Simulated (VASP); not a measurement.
System: Cu$_{2}$O, space group Pn-3m, 6 atoms in the cell.

```
Cu O
1.0
     4.23113    0.00000    0.00000
     0.00000    4.23113    0.00000
     0.00000    0.00000    4.23113
Cu O
4 2
Cartesian
  1.0578 1.0578 1.0578
  1.0578 3.1733 3.1733
  3.1733 3.1733 1.0578
  3.1733 1.0578 3.1733
  0.0000 0.0000 0.0000
  2.1156 2.1156 2.1156
```

Method: TB-mBJ, VASP PAW PBE potentials, release 64 (Cu, O), no spin polarisation, no spin-orbit coupling, 6×6×6 k mesh, 520 eV cutoff, Gaussian smearing of 0.03 eV (VASP).

What will the density of states look like?

There is a gap; over the k points computed it is 0.84 eV (direct to within 0.02 eV). Within the window shown, the tallest peak of the filled states lies 2.2 eV under the valence-band top, at about 27 states per eV and cell.

The PAW data sets were made with another functional. This is a model potential built to give gaps, with no total energy. The cell was relaxed beforehand with PBEsol.

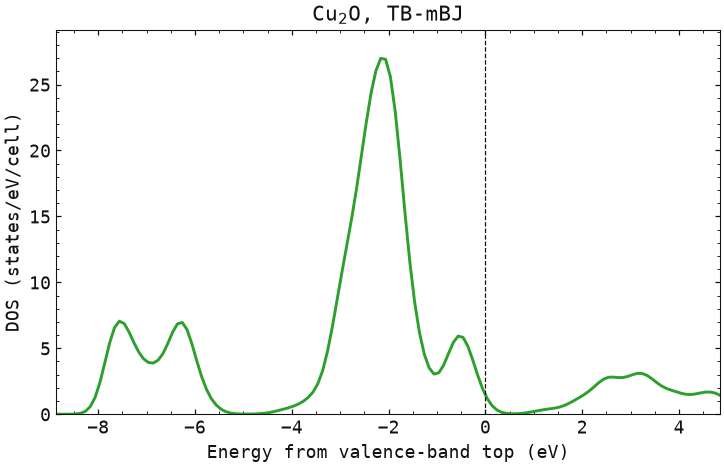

Density of states. Energies are counted from the top of the valence band. The DOS curve is built from the levels of the k mesh with Gaussians 0.55 eV wide, which also blur the band edges; ripples of that width can come from the mesh.
